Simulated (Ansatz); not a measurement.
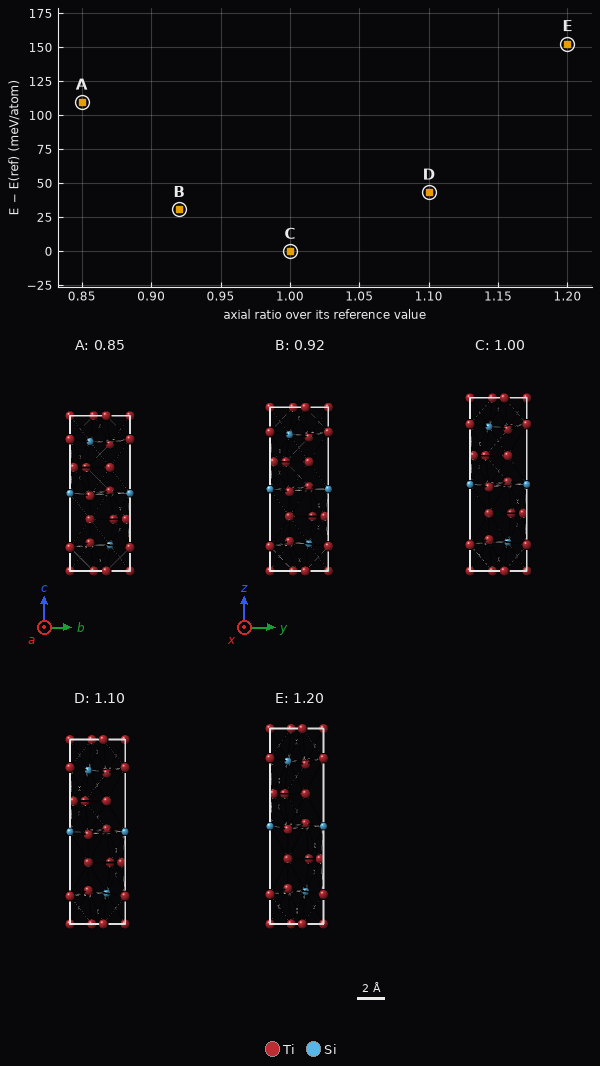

Solid Ti₅Si (R32): the ratio of the cell's length along z to its lengths across, counted as 1 for the reference, is changed at fixed volume (a c/a path), with the atoms kept at their fractional coordinates. x, y and z are the Cartesian axes of the input. The lettered frames are marked on the plot. The picture is a ball-and-stick view of the conventional cell (3 times the calculation's cell), repeated 1 × 1 × 1 with one cell outlined, seen along the a axis. Lengths and directions refer to the drawn axes.

Level of theory: Ansatz, DFT PBE, scalar-relativistic, plane waves, PAW. Set-up: plane-wave cutoff 420 eV; k-point mesh 12 × 12 × 12; occupations gaussian; smearing width 0.15 eV; no spin polarisation. Energies (free energies at the smearing named) are counted from the relaxed crystal.

Read off the main features of the energy profile.

Answer. Of the computed points the lowest is at the relative ratio 1.00, 0.0 meV/atom. The end points stand at 109.8 meV/atom (0.85) and 152.8 meV/atom (1.20). The distortion keeps the space group R32. At the relative ratio 1.20 the cell of the drawing goes a 5.048 → 4.751 Å, b 5.048 → 4.751 Å, c 13.315 → 15.036 Å.
